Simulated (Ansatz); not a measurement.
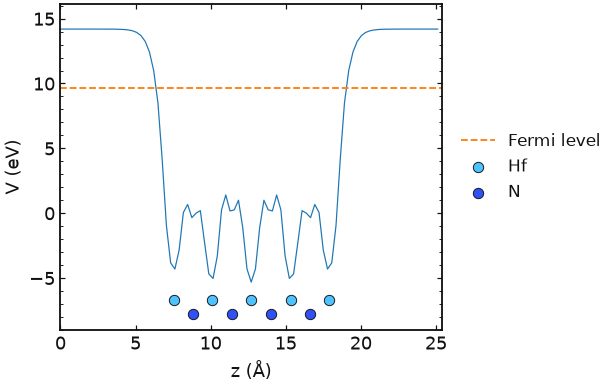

Plane-averaged electrostatic potential energy of an electron across the slab; circles at the bottom mark the heights of the atoms.

The material is a (111) slab cut from HfN (Fm-3m), of composition Hf₅N₄ (not the bulk's), ended by Hf planes, 9 atoms in the cell.

Method: DFT PBEsol, scalar-relativistic, plane waves, PAW, no spin polarisation, 12×12×1 k mesh, 420 eV cutoff (Ansatz 0.2.0).

What is the work function?

The work function is 4.57 eV, the same on both faces. The two vacuum levels agree, so the slab has no net dipole along its normal.

How thick are slab and vacuum?

The outermost atoms are 10.3 Å apart, which leaves 15.1 Å of vacuum in a cell 25.4 Å high.

Spin-orbit coupling is left out, which matters for Hf.
